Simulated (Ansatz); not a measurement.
**Band-structure calculation, with input and output: Ta (part 2 of 2)**

The same run, continued: Ta (slab, 5 atoms in the cell); DFT PBE, spin-orbit coupling, plane waves, PAW (Ansatz 0.2.0); cutoff 420 eV, 13×13×1 k-mesh, Gaussian smearing of 0.1 eV. It belongs to a series of runs on one base structure; here: bands of the relaxed slab with spin-orbit coupling.

Geometry of the input (Å; fractional positions):
```
2.8744  0.0000  0.0000
-0.9581  2.7100  0.0000
0.0000  0.0000  24.3877
Ta 0.5000  0.5000  0.3120
Ta 0.0000  0.0000  0.4040
Ta 0.5000  0.5000  0.5000
Ta 0.0000  0.0000  0.5960
Ta 0.5000  0.5000  0.6880
```

### Output, continued
```
  k-point 0: bands = ["-60.7790", "-60.7790", "-60.7790", "-60.7790", "-60.4071", "-60.4071", "-60.3714", "-60.3714", "-60.3280", "-60.3280", "-33.5546", "-33.5546", "-33.5525", "-33.5525", "-33.2274", "-33.2274", "-33.1125", "-33.1125", "-33.0046", "-33.0046", "-25.1449", "-25.1449", "-25.0963", "-25.0963", "-24.7261", "-24.7261", "-24.4848", "-24.4848", "-24.4844", "-24.4844", "-24.3705", "-24.3705", "-24.1816", "-24.1816", "-24.1231", "-24.1231", "-24.1030", "-24.1030", "-24.0350", "-24.0350", "-1.0433", "-1.0433", "-0.2522", "-0.2522", "0.9594", "0.9594", "1.8284", "1.8284", "2.1483", "2.1483", "5.0026", "5.0026", "5.2249", "5.2249", "5.8904", "5.8904", "6.0818", "6.0818", "6.1637", "6.1637", "6.5639", "6.5639", "6.9229", "6.9229", "6.9546", "6.9546", "7.0649", "7.0649", "7.2422", "7.2422", "7.5890", "7.5890", "7.8539", "7.8539", "8.2119", "8.2119", "9.7271", "9.7271", "9.7875", "9.7875", "9.8888", "9.8888", "10.1607", "10.1607", "10.2465", "10.2465", "10.4095", "10.4095", "10.4663", "10.4663", "10.4755", "10.4755", "10.6821", "10.6821", "10.8730", "10.8730", "10.9456"]
  k-point 1: bands = ["-60.7757", "-60.7757", "-60.7757", "-60.7757", "-60.4029", "-60.4029", "-60.3684", "-60.3684", "-60.3261", "-60.3261", "-33.5616", "-33.5616", "-33.5591", "-33.5591", "-33.2337", "-33.2337", "-33.1230", "-33.1230", "-33.0176", "-33.0176", "-25.1428", "-25.1428", "-25.0984", "-25.0984", "-24.7393", "-24.7393", "-24.5274", "-24.5274", "-24.5125", "-24.5125", "-24.3796", "-24.3796", "-24.2069", "-24.2069", "-24.1646", "-24.1646", "-24.1077", "-24.1077", "-24.0583", "-24.0583", "-0.8533", "-0.8533", "-0.0714", "-0.0714", "1.1357", "1.1357", "2.0180", "2.0180", "2.3394", "2.3394", "5.0352", "5.0352", "5.2437", "5.2437", "5.8900", "5.8900", "5.9984", "5.9984", "6.1051", "6.1051", "6.5514", "6.5514", "6.7847", "6.7847", "6.8444", "6.8444", "7.0432", "7.0432", "7.2200", "7.2200", "7.5522", "7.5522", "7.6790", "7.6790", "8.3542", "8.3542", "9.5889", "9.5889", "9.6332", "9.6332", "9.8585", "9.8585", "10.0753", "10.0753", "10.1628", "10.1628", "10.3124", "10.3124", "10.3981", "10.3981", "10.6308", "10.6308", "10.8671", "10.8671", "10.9808", "10.9808", "11.1073"]
  k-point 2: bands = ["-60.7665", "-60.7665", "-60.7665", "-60.7665", "-60.3913", "-60.3913", "-60.3603", "-60.3603", "-60.3210", "-60.3210", "-33.5813", "-33.5813", "-33.5781", "-33.5781", "-33.2508", "-33.2508", "-33.1523", "-33.1523", "-33.0541", "-33.0541", "-25.1412", "-25.1412", "-25.1090", "-25.1090", "-24.7859", "-24.7859", "-24.6274", "-24.6274", "-24.5817", "-24.5817", "-24.4292", "-24.4292", "-24.2791", "-24.2791", "-24.2484", "-24.2484", "-24.1577", "-24.1577", "-24.0869", "-24.0869", "-0.3140", "-0.3140", "0.4290", "0.4290", "1.6036", "1.6036", "2.5208", "2.5208", "2.8606", "2.8606", "5.0804", "5.0804", "5.2235", "5.2235", "5.7891", "5.7891", "5.8614", "5.8614", "5.9326", "5.9326", "6.3616", "6.3616", "6.5023", "6.5023", "6.5969", "6.5969", "6.7535", "6.7535", "7.0113", "7.0113", "7.5196", "7.5196", "7.9091", "7.9091", "8.7623", "8.7623", "9.5143", "9.5143", "9.5209", "9.5209", "9.6709", "9.6709", "9.9541", "9.9541", "10.0775", "10.0775", "10.2507", "10.2507", "10.6395", "10.6395", "10.7486", "10.7486", "11.0751", "11.0751", "11.1937", "11.1937", "11.3990"]
  k-point 48: bands = ["-60.6839", "-60.6839", "-60.6839", "-60.6839", "-60.3038", "-60.3038", "-60.2782", "-60.2782", "-60.2442", "-60.2442", "-33.7744", "-33.7744", "-33.7735", "-33.7735", "-33.4316", "-33.4316", "-33.3756", "-33.3756", "-33.3073", "-33.3073", "-25.3336", "-25.3336", "-25.3319", "-25.3319", "-25.1273", "-25.1273", "-25.1037", "-25.1037", "-25.0034", "-25.0034", "-25.0023", "-25.0023", "-24.9462", "-24.9462", "-24.7616", "-24.7616", "-24.4878", "-24.4878", "-24.2800", "-24.2800", "2.4257", "2.4257", "2.9168", "2.9168", "2.9955", "2.9955", "3.0595", "3.0595", "3.2834", "3.2834", "3.5689", "3.5689", "3.6770", "3.6770", "4.7728", "4.7728", "5.2079", "5.2079", "5.9970", "5.9970", "6.2907", "6.2907", "7.6184", "7.6184", "8.0830", "8.0830", "8.3763", "8.3763", "8.6235", "8.6235", "8.9762", "8.9762", "9.4739", "9.4739", "10.0429", "10.0429", "10.0779", "10.0779", "11.4200", "11.4200", "12.0666", "12.0666", "12.3376", "12.3376", "12.7426", "12.7426", "13.0332", "13.0332", "13.3246", "13.3246", "13.5105", "13.5105", "13.6863", "13.6863", "13.8486", "13.8486", "13.9846"]
--- Löwdin populations: 5 sites ---
  site symbol       q [e]
     0     Ta     12.9516
     1     Ta     12.8766
     2     Ta     12.8713
     3     Ta     12.8766
     4     Ta     12.9516
  spilling = 0.007266 (of n_electrons = 65.000000)
```

### File populations.tsv
```
# site	symbol	l	j	q
# orbitals = lowdin
# n_electrons = 65.000000
# spilling = 0.007266
0	Ta	0_5S	0.5	1.960984
0	Ta	0_6S	0.5	0.961453
0	Ta	1_5P	0.5	1.993020
0	Ta	1_5P	1.5	3.980733
0	Ta	2_5D	1.5	1.760481
0	Ta	2_5D	2.5	2.294902
1	Ta	0_5S	0.5	1.948546
1	Ta	0_6S	0.5	0.854053
1	Ta	1_5P	0.5	1.994308
1	Ta	1_5P	1.5	3.984132
1	Ta	2_5D	1.5	1.750069
1	Ta	2_5D	2.5	2.345541
2	Ta	0_5S	0.5	1.950450
2	Ta	0_6S	0.5	0.855979
2	Ta	1_5P	0.5	1.994727
2	Ta	1_5P	1.5	3.985126
2	Ta	2_5D	1.5	1.749505
2	Ta	2_5D	2.5	2.335478
3	Ta	0_5S	0.5	1.948546
3	Ta	0_6S	0.5	0.854053
3	Ta	1_5P	0.5	1.994308
3	Ta	1_5P	1.5	3.984132
3	Ta	2_5D	1.5	1.750069
3	Ta	2_5D	2.5	2.345541
4	Ta	0_5S	0.5	1.960984
4	Ta	0_6S	0.5	0.961453
4	Ta	1_5P	0.5	1.993020
4	Ta	1_5P	1.5	3.980733
4	Ta	2_5D	1.5	1.760481
4	Ta	2_5D	2.5	2.294902
```

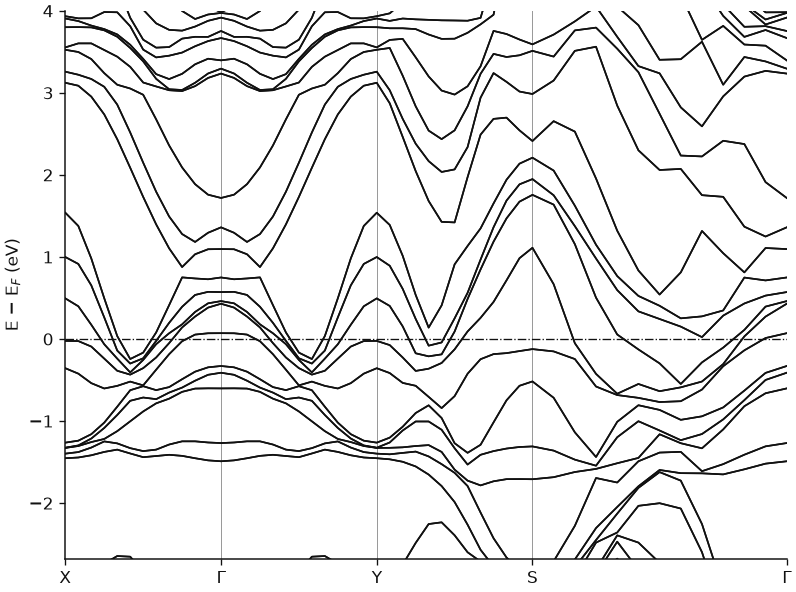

Figure 1. Band structure along X–Γ–Y–S–Γ, with energies from the Fermi level. Bands cross the Fermi level: a metal at this level of theory.

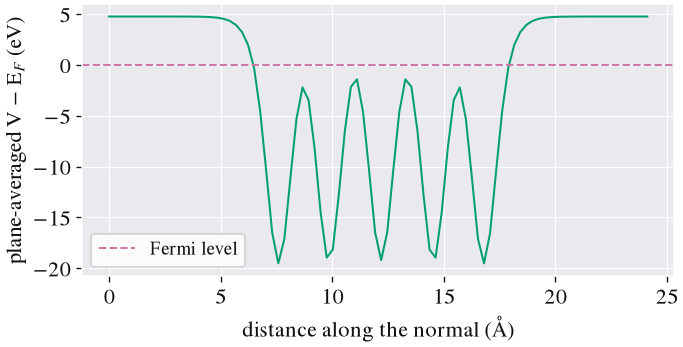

Figure 2. Plane average of the electrostatic potential energy of an electron across the cell, from the Fermi level. The vacuum level lies 4.76 eV above the Fermi level.

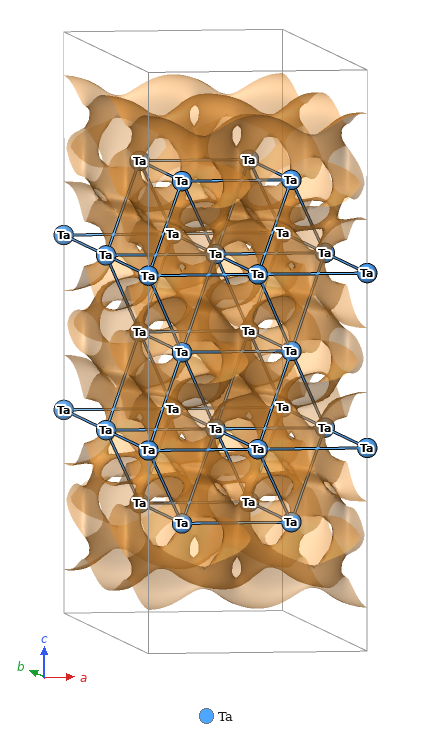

Figure 3. Isosurface of the ELF at 0.4 (orange), seen slightly off an axis. Core shells and regions of very low density are left out. Sticks mark near contacts. Counts are for one cell; the picture repeats the cell along the surface.  Values along the shortest contacts: Ta–Ta (2.79 Å): the ELF is about 0.35 at the midpoint (nearly free electrons, as in a simple metal). Ta–Ta (2.87 Å): the ELF is about 0.30 at the midpoint (no shared electron pair). Core electrons are frozen (PAW), so the fields are smoothed inside the atomic spheres.

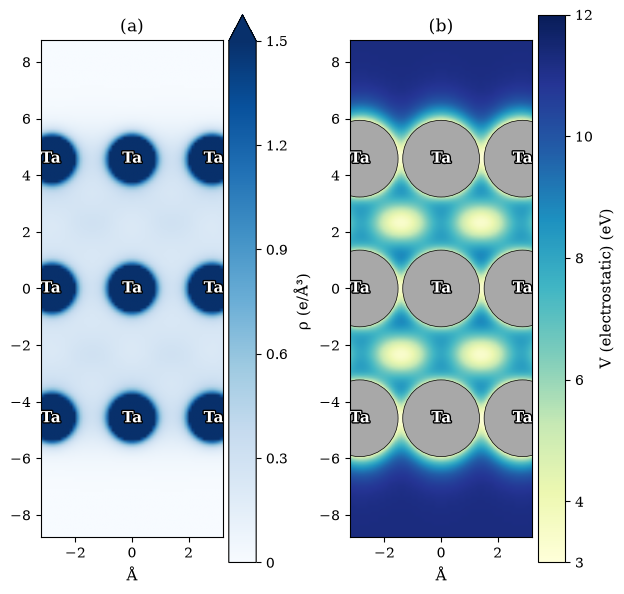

Figure 4. (a) valence electron density; (b) electrostatic potential (local pseudopotential plus Hartree) felt by an electron on the (100) plane of the calculation cell, a cut from vacuum to vacuum. Grey discs, where drawn, cover atomic cores. The plane passes through Ta nuclei. Ta–Ta (2.87 Å): ρ at the midpoint is about 0.31 e/Å³. The density dies away to nearly zero in the vacuum.

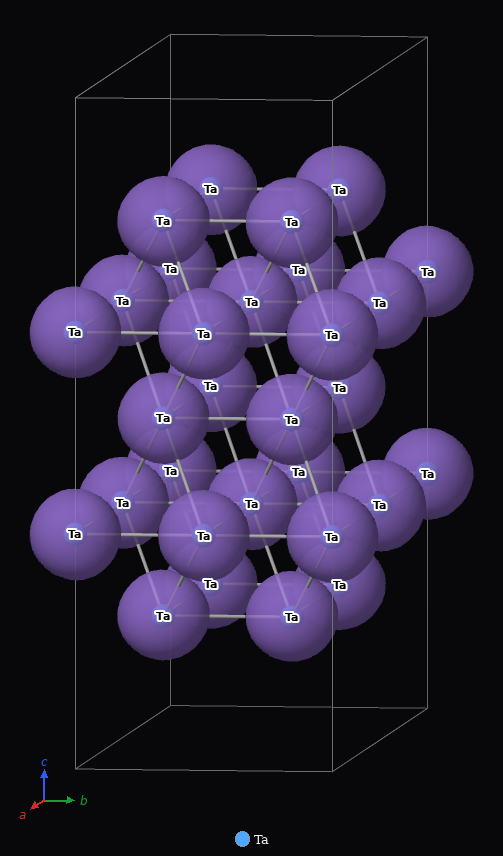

Figure 5. Isosurface of the valence pseudo-density at 0.6 e/Å³ (purple), seen slightly off an axis. Sticks mark near contacts. At this value the density breaks into separate islands; it holds about 70 % of the electrons treated as valence (semicore included). It is pinched off along the Ta–Ta (2.79 Å) and Ta–Ta (2.87 Å) contacts. On the grid the lowest density along these lines, outside the cores, is 0.35 e/Å³ (Ta–Ta, 2.79 Å) and 0.3 e/Å³ (Ta–Ta, 2.87 Å).

### Summary

| quantity | value |
| --- | --- |
| outcome | converged |
| electrons treated | 65 |
| free energy | −49771.7565 eV |
| work function, top face | 4.76 eV |
| work function, bottom face | 4.76 eV |
| Fermi energy | 6.493 eV |
| gap on the k-point mesh | none (metallic) |
| net moment of the cell | 0.00 μB |
| integrated absolute moment | 0.00 μB |
| work function (upper face) | 4.76 eV |
| largest force (length of the vector) | 0.008 eV/Å |
| hardware | 2 threads of Intel Xeon (Emerald Rapids), 192 GiB of memory available, shared host |
| wall time | 3 min (CPU time 5.9 min) |
| peak memory | 1.9 GiB |

### Notes

Warnings of the run: the exchange-correlation potential is rough where the density is thin.
